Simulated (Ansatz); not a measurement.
```cif
data_structure
_symmetry_space_group_name_H-M 'P 1'
_symmetry_Int_Tables_number 1
_cell_length_a 3.1604
_cell_length_b 3.1604
_cell_length_c 19.7407
_cell_angle_alpha 90.000
_cell_angle_beta 90.000
_cell_angle_gamma 90.000
_cell_volume 197.18
loop_
_atom_site_label
_atom_site_type_symbol
_atom_site_fract_x
_atom_site_fract_y
_atom_site_fract_z
_atom_site_occupancy
Mo1 Mo 0.50000 0.50000 0.38811 1
Mo2 Mo 0.00000 0.00000 0.45650 1
Mo3 Mo 0.50000 0.50000 0.54350 1
Mo4 Mo 0.00000 0.00000 0.61189 1
```

Computed without spin polarisation.

These are results of Ansatz, DFT PBE, scalar-relativistic, plane waves, PAW, not measurements.

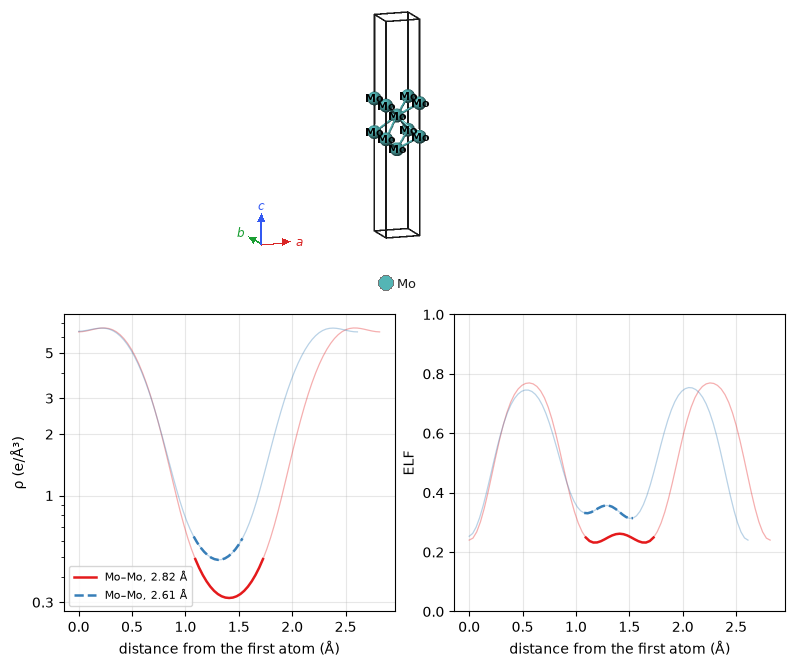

Mo (slab). Valence charge density (pseudo) and electron localisation function along straight lines between neighbouring atoms. Thin, pale parts lie inside the atomic spheres. The structure is drawn too.

The density is the valence pseudo-density of a PAW calculation; it isn't the true density close to the nuclei.

Compare the contacts.

Mo–Mo (2.82 Å): the density is about 0.31 e/Å³ at the midpoint; the ELF is about 0.25 at the midpoint: no shared electron pair shows on this line.
Mo–Mo (2.61 Å): the density is about 0.48 e/Å³ at the midpoint; the ELF is about 0.35 at the midpoint.
